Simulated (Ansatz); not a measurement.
Si₆C₅ (slab)

```cif
data_structure
_symmetry_space_group_name_H-M 'P 1'
_symmetry_Int_Tables_number 1
_cell_length_a 3.0804
_cell_length_b 3.0804
_cell_length_c 25.8907
_cell_angle_alpha 90.000
_cell_angle_beta 90.000
_cell_angle_gamma 90.000
_cell_volume 245.67
loop_
_atom_site_label
_atom_site_type_symbol
_atom_site_fract_x
_atom_site_fract_y
_atom_site_fract_z
_atom_site_occupancy
Si1 Si 0.50000 0.50000 0.28968 1
C1 C 0.50000 0.00000 0.33174 1
Si2 Si 0.00000 0.00000 0.37381 1
C2 C 0.00000 0.50000 0.41587 1
Si3 Si 0.50000 0.50000 0.45794 1
C3 C 0.50000 0.00000 0.50000 1
Si4 Si 0.00000 0.00000 0.54206 1
C4 C 0.00000 0.50000 0.58413 1
Si5 Si 0.50000 0.50000 0.62619 1
C5 C 0.50000 0.00000 0.66826 1
Si6 Si 0.00000 0.00000 0.71032 1
```

Not relaxed (largest force 0.4 eV/Å).

Level of theory: DFT r2SCAN, scalar-relativistic, plane waves, PAW in Ansatz 0.2.0.

Question: Predict the valence pseudo-density and electron localisation function between the atoms.

Answer: Si–C (1.89 Å): ρ is about 0.9 e/Å³ halfway; the ELF peaks at about 0.95 between the atoms, as expected for a covalent bond.

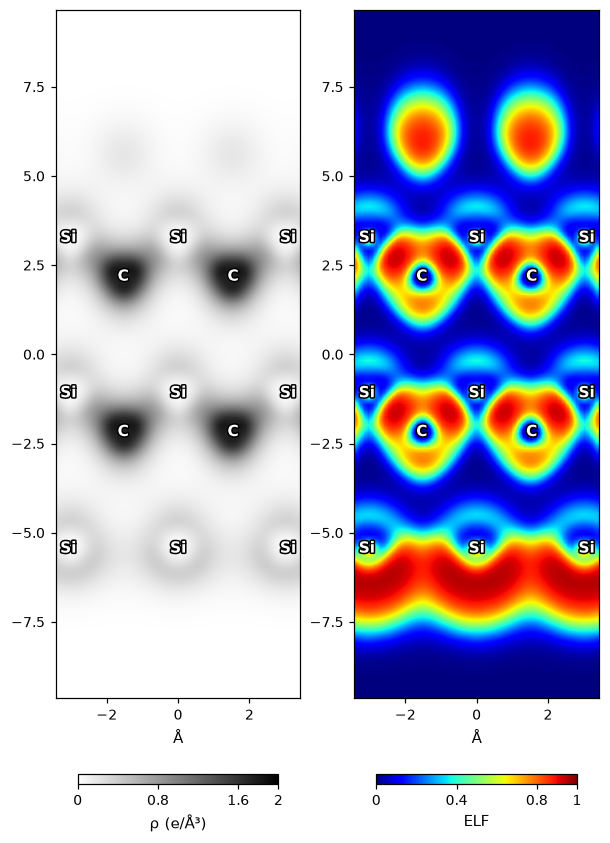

Computed valence pseudo-density and electron localisation function on the (010) plane of the calculation cell, a cut from vacuum to vacuum, in this order. 

The density is the valence pseudo-density of a PAW calculation; it isn't the true density close to the nuclei.
